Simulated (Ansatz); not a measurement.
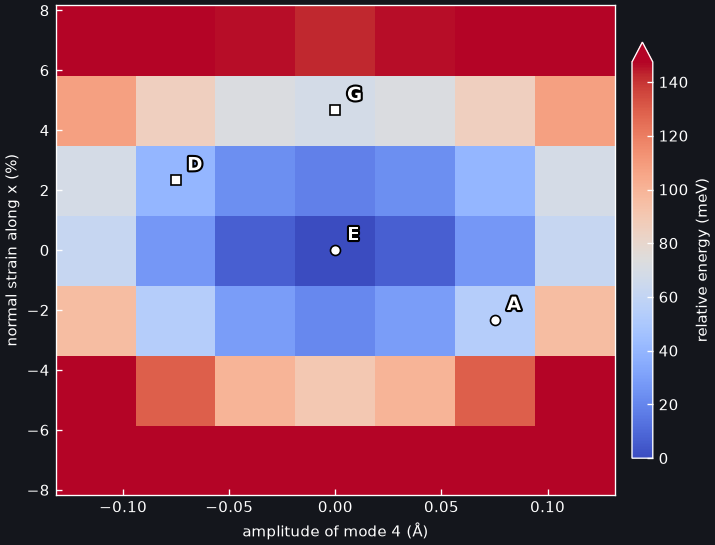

HfB (Fm-3m, No. 225; 2 atoms in the cell). The energy is mapped over a normal mode and a strain (zone-centre modes of the 2-atom cell of this scan) (x, y and z along the cube axes). Coordinates scanned: (1) amplitude of mode 4 (471 cm⁻¹), largest displacement in the unstrained cell; (2) normal strain along x. Nothing is relaxed (the pattern is fixed in fractional coordinates). The scan uses a 7 × 7 grid; 28 points were computed and 21 follow by symmetry. Points are written as (first, second). Energies: meV per cell, counted from the lowest grid point. Level of theory: DFT PBEsol, scalar-relativistic, plane waves, PAW (Ansatz). Settings: cutoff 520 eV, k-mesh 16×16×16, gaussian smearing 0.15 eV, no spin polarisation.

Drawn: one coloured cell a grid point, one colour for all values above the top of the scale, lettered points.

Is E the lowest point of the computed grid?

Yes. E, at (0.000 Å, 0.00 %), has the lowest energy of the grid.

What kind of point is each of A, D, E, G: minimum, saddle, maximum or slope?

A: on a slope; D: on a slope; E: minimum; G: on a slope. (In these two coordinates alone; a stationary point may lie a little off the grid point.)

Rank the lettered points by energy, lowest first.

E (0 meV), D (40 meV), A (54 meV), G (68 meV).
